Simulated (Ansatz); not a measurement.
# Fermi surface of AlNi3 in space group Pm-3m

Input

```yaml
crystal:
  lattice:
    - [3.52305473, 0.0, 0.0]
    - [0.0, 3.52305473, 0.0]
    - [0.0, 0.0, 3.52305473]
  atoms:
    - { symbol: Al, position: [0.0, 0.0, 0.0] }
    - { symbol: Ni, position: [0.0, 0.5, 0.5], spin: 2.0 }
    - { symbol: Ni, position: [0.5, 0.0, 0.5], spin: 2.0 }
    - { symbol: Ni, position: [0.5, 0.5, 0.0], spin: 2.0 }
basis:
  ecutwfc: 420
kpoints:
  mp_grid: { grid: [12, 12, 12] }
hamiltonian:
  xc: pbe
scf:
  occupations: { method: gaussian, width: 0.05 }
output:
  forces: true
  eigenvalues: true
  eigenstates:
    nscf_kmesh: { grid: [34, 34, 34] }
    top_band: c6
    de_dk: true
    localisation: true
  stress: true
  populations: true
checkpoint:
  write: ck
  compress: false
  write_wavefunctions: false
  write_every: 100000
magnetization:
  spin_polarized: true
```

Launched as:

```sh
ansatz run input.yaml --threads 1 --pin off --max-ram 3072MiB --backend cpu --events-out ev --progress --plain --runs-dir out
```

Method: DFT PBE, scalar-relativistic, plane waves, PAW; levels and slopes on a dense k mesh at the converged density in Ansatz. Collinear spin polarisation. Mesh 34×34×34, interpolated with the band slopes. The geometry was not relaxed (residual pressure 7 GPa). The cell comes from a database of computed structures, not from a measurement.

### 1. The sheets

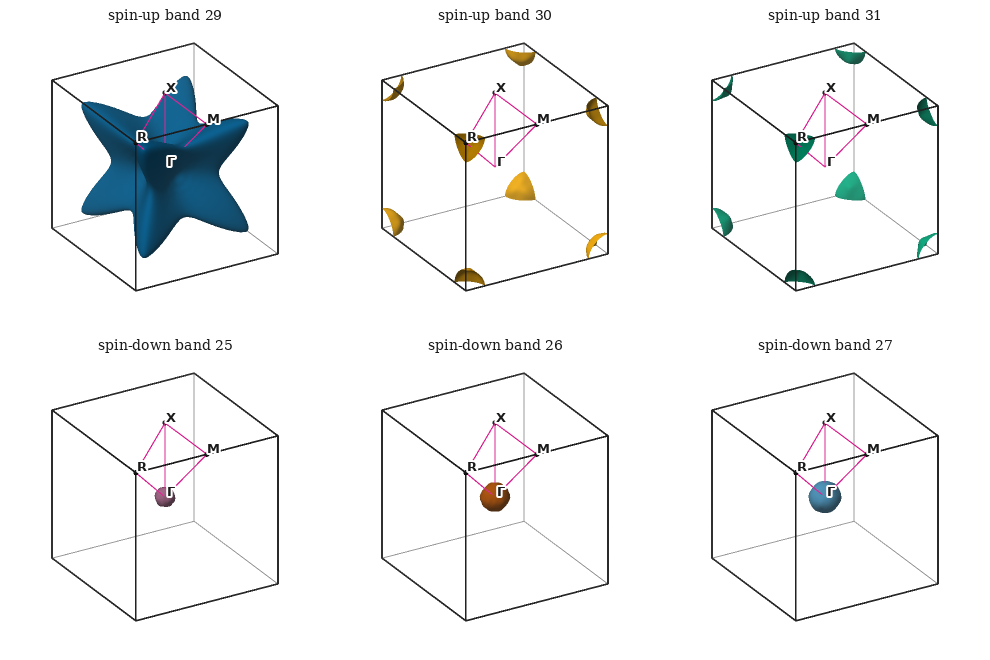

Fermi surface of this crystal. Each panel holds one band. The brighter face of a sheet looks towards empty states. Only the first six of 8 bands are drawn.

**Describe the Fermi surface sheet by sheet.**

Eight bands cross the Fermi level; this is a three-dimensional metal.

Spin-up band 29: one hole pocket centred at Γ (14 % of the zone).
Spin-up band 30: one electron pocket centred at R (1.1 % of the zone).
Spin-up band 31: one electron pocket centred at R (0.88 % of the zone).
Spin-down band 25: one hole pocket centred at Γ (0.09 % of the zone), only 20 meV deep.
Spin-down band 26: one hole pocket centred at Γ (0.29 % of the zone).
Spin-down band 27: one hole pocket centred at Γ (0.37 % of the zone).
A pocket cut by a face of the zone is counted once with the part on the opposite face.
The shape of the surface of spin-down band 25 changes its kind within 0.03 eV of this level, so small parts may appear, vanish, join or separate.

**How large are the density of states and the plasma frequency?**

The density of states at the Fermi level is 2.9 states/eV per primitive cell. The intraband plasma frequency is 4.2 eV in all directions.

### 2. The two spins

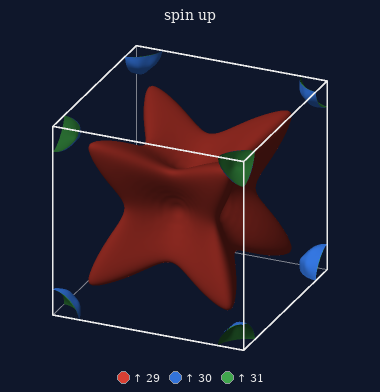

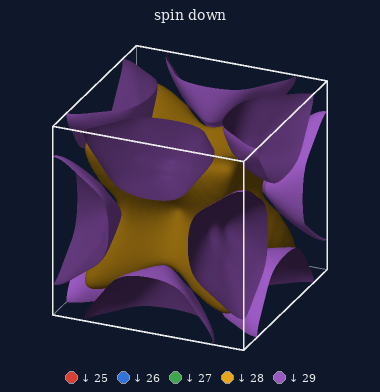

Spin-resolved Fermi surfaces of this crystal; the net moment is 0.7 μB per cell, and spin up is the majority channel.

**How do the two spin channels differ at the Fermi level?**

Spin up has three and spin down five bands crossing, with 0.49 and 2.4 states/eV per cell, so (N↑ − N↓)/(N↑ + N↓) = −0.67.

### 3. Quantum oscillations

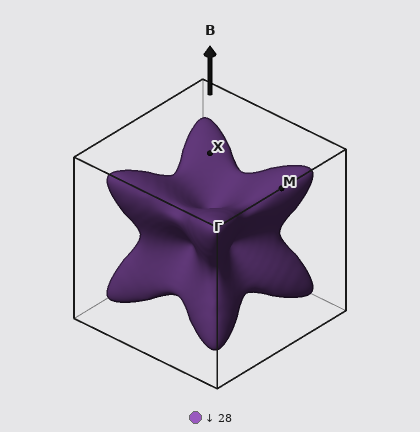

A band of this crystal with a closed pocket at the Fermi level (other bands may have more); the arrow B points along ⟨100⟩. One band is drawn. The brighter face of a sheet looks towards empty states. Conventional cell: a = 3.52 Å, b = 3.52 Å, c = 3.52 Å, α = 90.00°, β = 90.00°, γ = 90.00°.

**Estimate the largest cross-section normal to ⟨100⟩, and the quantum-oscillation frequency for a field along ⟨100⟩, of the pocket of spin-down band 28 at Γ.**

The hole pocket of spin-down band 28 at Γ: about 1.2 Å⁻², so F = ħA/2πe ≈ 13 kT; it holds 0.21 holes per cell.

### 4. Weight on the atoms

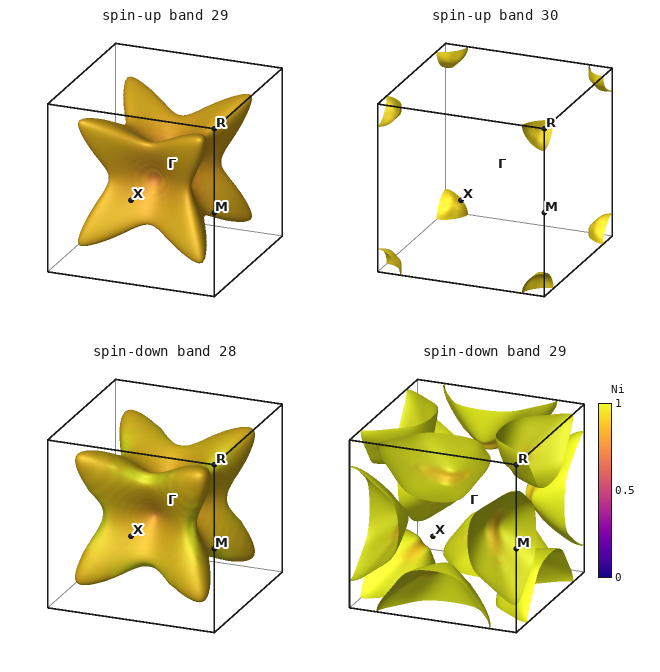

Fermi surface of this crystal (the four sheets of greatest area among eight bands), coloured by the weight of the states on Ni (Voronoi cells).

**How much Ni character do the sheets have, and what else?**

Spin-up band 29: Ni (87 %) and Al (13 %). Spin-up band 30: Ni (94 %). Spin-down band 28: Ni (92 %) and Al (8 %). Spin-down band 29: almost wholly on Ni.

### 5. Speeds

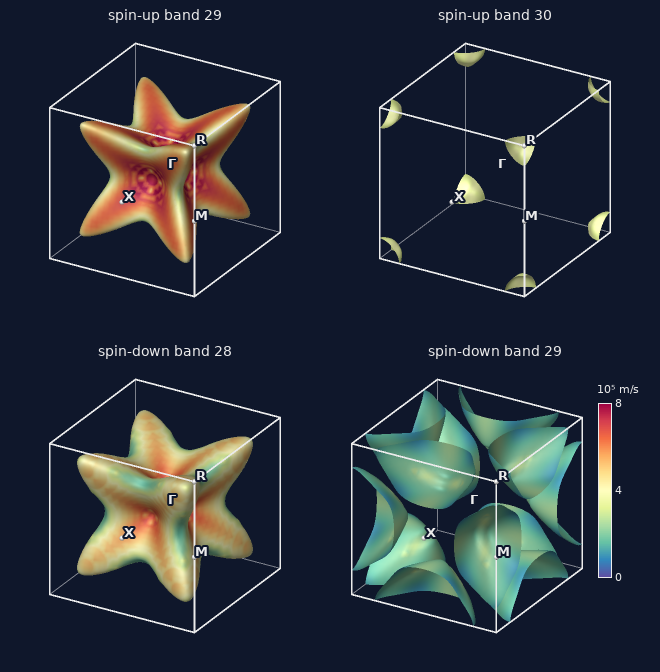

Fermi surface of this crystal (the four sheets of greatest area among eight bands), coloured by the Fermi speed.

**How fast are the electrons on each sheet?**

Spin-up band 29: 3.5 to 7.7 × 10⁵ m/s over most of the sheet, 5.5 × 10⁵ m/s on average over states. Spin-up band 30: 3.2 to 4.0 × 10⁵ m/s over most of the sheet, 3.5 × 10⁵ m/s on average over states. Spin-down band 28: 2.1 to 6.4 × 10⁵ m/s over most of the sheet, 4.0 × 10⁵ m/s on average over states. Spin-down band 29: 1.2 to 2.6 × 10⁵ m/s over most of the sheet, 1.8 × 10⁵ m/s on average over states.

**Which of these bands adds most to the density of states at the Fermi level?**

Spin-down band 29, with 1.7 of 2.9 states/eV per cell.

### 6. Cuts and bands

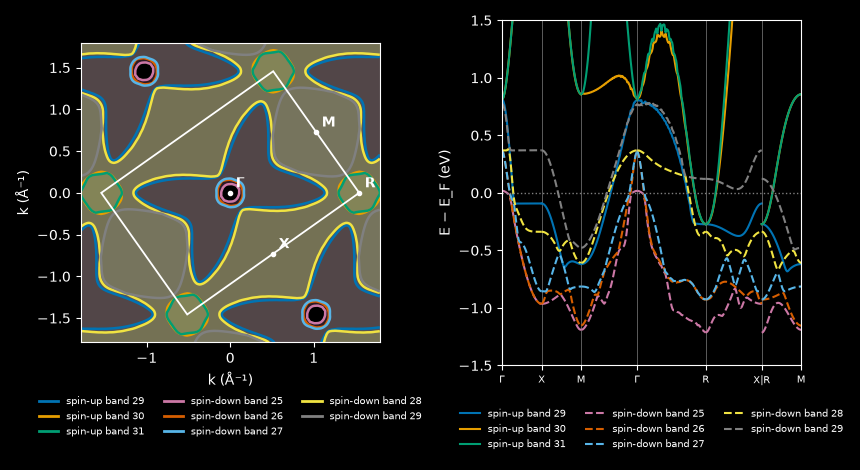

This crystal: cut through the Fermi surface in the plane through Γ, R and M, filled states shaded, and the bands that cross the Fermi level.

**Give each band's level at the labelled points, in eV from the Fermi level.**

```json
{"band": "spin-up band 29", "Γ": "+0.81", "R": "−0.27", "M": "−0.62", "X": "−0.09"}
{"band": "spin-up band 30", "Γ": "+0.81", "R": "−0.27", "M": "+0.86", "X": "above"}
{"band": "spin-up band 31", "Γ": "+0.81", "R": "−0.27", "M": "+0.86", "X": "above"}
{"band": "spin-down band 25", "Γ": "+0.02", "R": "−1.22", "M": "−1.19", "X": "−0.96"}
{"band": "spin-down band 26", "Γ": "+0.37", "R": "−0.93", "M": "−1.15", "X": "−0.96"}
{"band": "spin-down band 27", "Γ": "+0.37", "R": "−0.93", "M": "−0.81", "X": "−0.86"}
{"band": "spin-down band 28", "Γ": "+0.37", "R": "−0.34", "M": "−0.61", "X": "−0.34"}
{"band": "spin-down band 29", "Γ": "+0.78", "R": "+0.12", "M": "−0.48", "X": "+0.37"}
```

Negative values are filled states; "above" and "below" lie outside the plotted window.

The run ends with a net moment of 0.7 μB a cell, the order reached from its starting moments, not necessarily the lowest. A band edge lies within 0.03 eV of the Fermi level, so pockets and density of states there aren't settled. Necks and pockets thinner than about two mesh steps aren't resolved, so separate pockets may in truth be joined.

Time for the whole run: 2.1 min on 1 thread of Arm Neoverse V2, on a shared host, peak memory 1.5 GiB.
